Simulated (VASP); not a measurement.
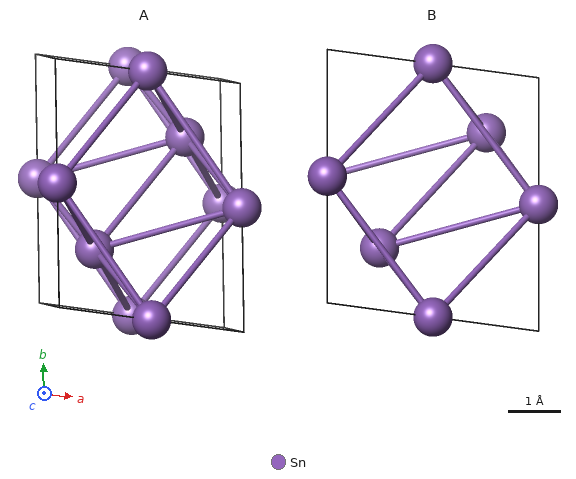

Two geometries of crystalline Sn (set up in C2/m), drawn at one scale. One is the start of a relaxation, the other its converged end. Style: ball-and-stick. Shown: the reduced cell, along the c axis. Lengths and directions refer to the drawn axes.

Theory: Kohn-Sham DFT of a periodic cell, PBEsol, VASP PAW PBE potentials, recommended (VASP 6.6.1). Set-up: plane-wave cutoff 300 eV; k-point mesh 10 × 10 × 10; occupations gaussian; smearing width 0.1 eV; no spin polarisation.

> Which of the two is the end point?

Structure A is the relaxed one. The run lets cell and atoms move. Over 30 geometry steps the energy falls by 0.226 eV per cell of the calculation. The largest force component goes from 0.028 to 0.0017 eV/Å. Pressure: −3.47 GPa at the start and −0.01 GPa at the end. The largest moves relative to the cell, 0.033 Å, are those of Sn atoms. The drawn cell changes as follows: a 4.525 → 3.958 Å (−12.5 %), b 5.152 → 5.112 Å (−0.8 %), c 5.644 → 5.851 Å (+3.7 %), α 106.9° → 109.6°, β 113.6° → 109.8°; the volume changes by −9.0 %. Among the contacts that change: Sn–Sn 3.457 → 3.233 Å, Sn–Sn 3.225 → 3.425 Å, Sn–Sn 3.429 → 3.233 Å, Sn–Sn 3.401 → 3.233 Å. The space group stays C2/m (No. 12). It ran on 1 thread of Intel(R) Xeon(R) 6975P-C (Granite Rapids) (shared host).
